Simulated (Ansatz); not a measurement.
## Single-point calculation of C

System: C (2 atoms in the cell).
Method: DFT PBE+D3(BJ), scalar-relativistic, plane waves, PAW, no spin polarisation (Ansatz 0.2.0).

The structure derives from an entry of the Crystallography Open Database. Figures and captions count atoms from 1; the log counts them from 0 in places.

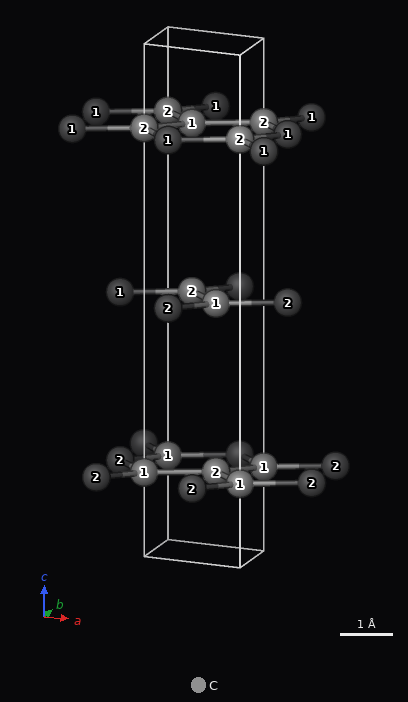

Fig. 1: The structure (ball-and-stick view of the cell 3 times as large as that of the calculation, set on its symmetry axes, seen slightly off an axis; neighbours outside the cell are drawn fainter; atoms are numbered from 1 in the order of the input). An atom can appear more than once, as a periodic image. Near neighbours in the periodic cell (some may lie outside the picture): C has 3 C at 1.42 Å.

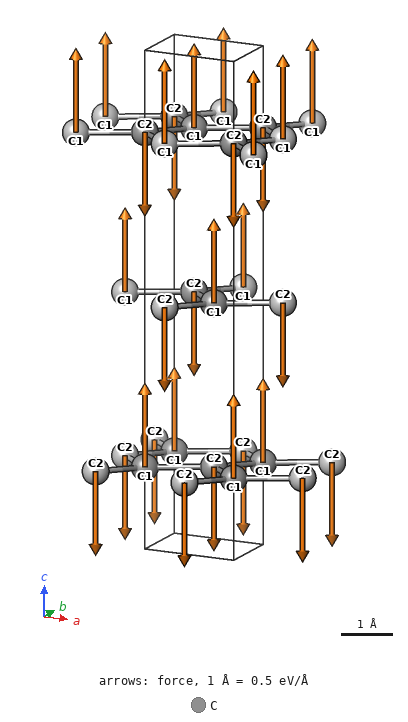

Fig. 2: Forces on the atoms as orange arrows (ball-and-stick view of the cell 3 times as large as that of the calculation, set on its symmetry axes, seen slightly off an axis; neighbours outside the cell are drawn fainter; atoms are numbered from 1 in the order of the input). The largest act on C1, C2 (0.86 eV/Å). The geometry is not a stationary point of this energy.

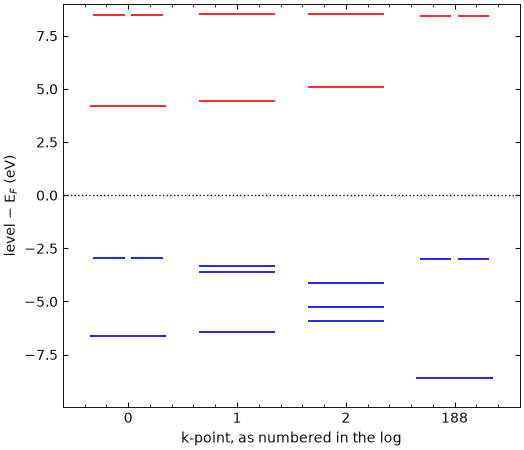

Fig. 3: Kohn–Sham levels near the Fermi level (dotted) at the few k-points that the log prints; levels within 0.02 eV of each other stand side by side. Among these points the highest filled and lowest empty levels are 7.17 eV apart; the gap on the full mesh, 0.75 eV, has an edge at a point that isn't printed.

These pictures come from the run below.

### The input
```yaml
crystal:
  lattice:
    - [1.2280263465, 0.7090013417, 3.3470108394]
    - [-1.2280263465, 0.7090013417, 3.3470108394]
    - [0.0, -1.4180026834, 3.3470108394]
  atoms:
    - { symbol: C, position: [0.164, 0.164, 0.164] }
    - { symbol: C, position: [0.836, 0.836, 0.836] }
basis:
  ecutwfc: 420
kpoints:
  mp_grid: { grid: [12, 12, 12] }
hamiltonian:
  xc: pbe
  dispersion: d3bj
scf:
  occupations: { method: gaussian, width: 0.1 }
output:
  forces: true
  stress: true
  eigenvalues: true
```

Launch command:
```bash
ansatz run input.yaml --threads 1 --pin off --max-ram 2560MiB --backend cpu --events-out ev --progress --plain --runs-dir out
```

### The program's output
```
basis.fft_grid_basis auto: the FFT boxes are laid along the combinations [[1, 0, -1], [0, 1, -1], [0, 0, 1]] of the cell's own vectors, 2.456, 2.456 and 3.635 Å long. The dense box has 18×18×25 points. Along the cell's own vectors, as sized, it would have 25×25×25, 1.93 times as many. Of the 12 symmetry operations that the crystal satisfies within crystal.symmetry.tolerance (time reversal apart; of a slab, those that keep its plane) the dense box along the cell's own vectors carries 12, and the one as laid loses 8 of those. basis.fft_grid_basis: typed keeps the cell's own vectors: state it where this run's energies or levels are differenced outside the engine with another run's, or held beside a run that keeps those vectors.
Engine: ansatz 0.2.0, aarch64-unknown-linux-gnu
Pseudopotentials: kind: paw
Pseudopotential: C, paw, valence charge 4, recommended cutoff 420 eV (normal), C.paw.azcp
Functional definition: PBE
  parameter kappa = 0.804
  parameter beta = 0.06672455060314922
  exchange = pbe_x(kappa = kappa, mu = beta*pi^2/3)
  correlation = pbe_c(beta = beta)
Crystal: 2 atoms, lattice volume = 17.485 Å³
Basis set: ecut = 420 eV, 329 PW (Γ), FFT grids on a1−a3, a2−a3, a3, exchange–correlation on 36×36×50 points (8 copies of the dense FFT grid, shifted against one another)
Bands: 8, of which v1, the nominal top of the filled ones, is band 4 counted from 1 (3 counted from 0)
Symmetry: 12 space group operations
Space group: R-3m (ITA 166), of the structure as read, at distance tolerance 2.6e-5 Å
k-points: 189 of 1728
Non-local potential: C, projectors of the file, l = 0: 2, l = 1: 2, l = 2: 1
PAW form: soft (Blöchl's): semilocal exchange-correlation on the pseudo side does not see the compensation charge
PAW one-centre angular grid: C, 110 points (default); XC on 64 Gauss nodes
Initial density: superposition of atomic densities (neutral atoms: chi_scale 0, normalization atom), corrected by the library's trained network
Initial wavefunctions: pseudopotential atomic-orbital guess
Functional: x = pbe(κ = 0.804, μ = 0.2195149727645171), c = pbe(β = 0.06672455060314922)
SCF iter   1: F=—  HF=-502.144570 eV  |F-HF|=—  |Δ(HF+E_count)|=         —  Δρ=2.26e-3  dr2=6.94e-4  ethr=1.77e-3  ⟨swp⟩=4.1  Hψ=9816  notcnv=0
preconditioner: auto → none  [insulator: Δε(μ)=0.746 eV  Ē_g=18.524 eV  σ=0.100 eV  W_gap=1.00  n_scr=2 (ndim 8)  ℏωp=25.1 eV  f_vac=0.003  D(μ)=0.00/eV (n_scr^D=0)  ε∞_Penn≈2.8]
SCF iter   2: F=—  HF=-502.145099 eV  |F-HF|=—  |Δ(HF+E_count)|=   5.29e-4  Δρ=1.18e-3  dr2=1.82e-4  ethr=8.68e-6  ⟨swp⟩=2.9  Hψ=3808  notcnv=0
SCF iter   3: F=—  HF=-502.145197 eV  |F-HF|=—  |Δ(HF+E_count)|=   9.80e-5  Δρ=2.52e-4  dr2=7.93e-6  ethr=2.27e-6  ⟨swp⟩=2.0  Hψ=2194  notcnv=0
SCF iter   4: F=—  HF=-502.145197 eV  |F-HF|=—  |Δ(HF+E_count)|=   5.64e-7  Δρ=8.24e-5  dr2=4.90e-7  ethr=9.91e-8  ⟨swp⟩=2.4  Hψ=2235  notcnv=0
iter 5 did not close the SCF: its close was put off for the readings that it lacked (scf_convergence_deferred on its scf_iter line)
SCF iter   5: F=-502.145197 eV  HF=-502.145197 eV  |F-HF|=6.31e-10  |Δ(HF+E_count)|=   2.40e-7  Δρ=6.01e-6  dr2=3.95e-9  ethr=6.13e-9  ⟨swp⟩=2.3  Hψ=2138  notcnv=0
SCF iter   6: F=-502.145197 eV  HF=-502.145197 eV  |F-HF|=2.84e-12  |Δ(HF+E_count)|=  2.33e-10  Δρ=5.35e-7  dr2=1.95e-11  ethr=4.94e-11  ⟨swp⟩=2.0  Hψ=4951  notcnv=0
SCF 1 converged in 6 iterations: F = -502.145197 eV  dr2 = 1.95e-11
  greatest PAW one-centre occupation: 0.675 electrons in one spin orbital (limit 2), on the C atom at site 1 (counted from 0), in its partial waves of l = 0
SCF converged after 6 iterations
Free energy (F): -502.145197 eV
Harris-Foulkes:  -502.145197 eV  (|F-HF|=2.84e-12)
Internal energy: -502.145197 eV  (E = F + TS)
E sigma→0 (E₀):  -502.145197 eV
Fermi energy:    7.090374 eV
--- Per-component energies (eV) ---
  E_band       = -16.523126
  E_kinetic    = 182.449741
  E_local      = -305.184816  (includes V_loc(G=0)·N_el)
  E_nonlocal   = 54.765819
  E_hartree    = 92.118767
  E_xc         = -96.197004
  E_vxc        = -119.122921  (∫ρ·V_xc dr)
  E_paw        = -198.738834  (= ΣΔE_a)
  E_vpaw       = -13.668464  (= ΣTr[D̂ρ^β])
  E_aug_tail   = 0.000016  (compensation charges beyond the density's cutoff)
  E_ewald      = -231.045049
  E_disp       = -0.313837  (pairwise vdW)
  E_smearing   = -0.000000  (= −TS)
  E_closure    = -0.000000  (closes the sum)
  Σ components = -502.145197   (vs F -502.145197, Δ=0.00e0)
--- Forces (eV/Å), atoms counted from 1 ---
  atom   1  C      0.00000000    -0.00000000     0.85769955
  atom   2  C      0.00000000     0.00000000    -0.85769955
  max |Σ_I F_I| component: 0.00e0 eV/Å
--- Stress (GPa, compression-positive) ---
        4.896400       0.000000       0.000000
        0.000000       4.896400      -0.000000
        0.000000       0.000000      -0.531161
  P = ⅓ Tr σ = 3.0872 GPa (30.872 kbar)
--- Band table (eV; the first three rows and the last of 189) ---
  k-point 0: bands = ["-12.6464", "0.4871", "4.1175", "4.1175", "11.2841", "15.5460", "15.5460", "18.6045"]
  k-point 1: bands = ["-12.4775", "0.6577", "3.4627", "3.7763", "11.5178", "15.6255", "16.2430", "18.0332"]
  k-point 2: bands = ["-11.9731", "1.1603", "1.8179", "2.9775", "12.2012", "15.5942", "16.5613", "18.0890"]
  k-point 188: bands = ["-12.3413", "-1.5072", "4.0975", "4.0975", "15.5078", "15.5078", "17.6807", "18.6507"]
```

### Summary

| quantity | value |
| --- | --- |
| outcome | converged |
| space group (tolerance 0.01 Å) | R-3m (166) |
| electrons treated | 8 |
| free energy | −502.1452 eV |
| Fermi energy | 7.090 eV |
| gap on the k-point mesh | 0.75 eV |
| pressure | 3.09 GPa |
| largest force (length of the vector) | 0.858 eV/Å |
| hardware | 1 thread of Arm Neoverse N1, 24 GiB of memory available, shared host |
| wall time | 3.3 s |
| peak memory | 0.28 GiB |
